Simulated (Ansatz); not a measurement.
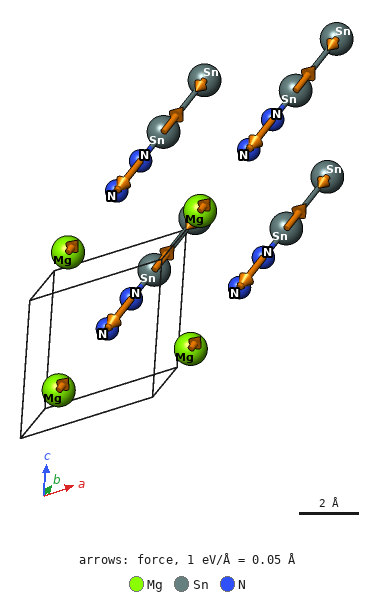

Starting geometry of crystalline MgSn$_{2}$N$_{2}$ (a generated structure, set up in R3m) (coarse preliminary run) with the computed forces as orange arrows. The picture is a ball-and-stick view of the cell of the calculation, repeated 2 × 1 × 2 with one cell outlined, seen slightly off an axis.

Theory: DFT PBE, scalar-relativistic, plane waves, PAW in Ansatz 0.2.0. Settings: plane-wave cutoff 420 eV; k-point mesh 6 × 6 × 6; occupations gaussian; smearing width 0.1 eV; no spin polarisation; cell and atoms relaxed; force threshold 0.04 eV/Å; at most 70 steps.

> Is this structure relaxed? If not, where do the atoms go?

It isn't relaxed: the largest force vector, on an N atom, is 32.67 eV/Å. The final displacements follow the starting forces only in part (cosine between the two patterns 0.62). The Mg atom moves most relative to the cell: 1.14 Å along [1 1 1]. Largest moves by element: Mg 1.14 Å, N 0.95 Å, Sn 0.13 Å. Cell: a = b = c 4.823 → 5.162 Å (+7.0 %), α 67.7° → 63.4°, β 67.7° → 63.4°, γ 67.7° → 63.4°. Volume +13.2 %. Some distances before and after: Mg–Sn 1.960 → 3.185 Å, N–Sn 1.533 → 2.662 Å, Mg–N 3.252 → 2.157 Å, N–N 1.594 → 1.138 Å. New bonds form: Mg–N (3.25 → 2.16 Å). The space group stays R3m (No. 160). Over 13 accepted moves (16 points after the start) the energy falls by 12.999 eV per cell of the calculation. The largest force component goes from 33 to 0.005 eV/Å. Pressure: 35.12 GPa at the start and 0.01 GPa at the end. The line search rejected the trial step at point 7 of the run. The SCF was repeated twice at an unchanged geometry on a basis and grid sized afresh for the cell, which shifted the energy by 32.4 meV per cell of the calculation at most. Cost: 2.7 min on 1 thread of Intel(R) Xeon(R) Processor @ 2.70GHz, on a shared host, peak memory 0.42 GiB.
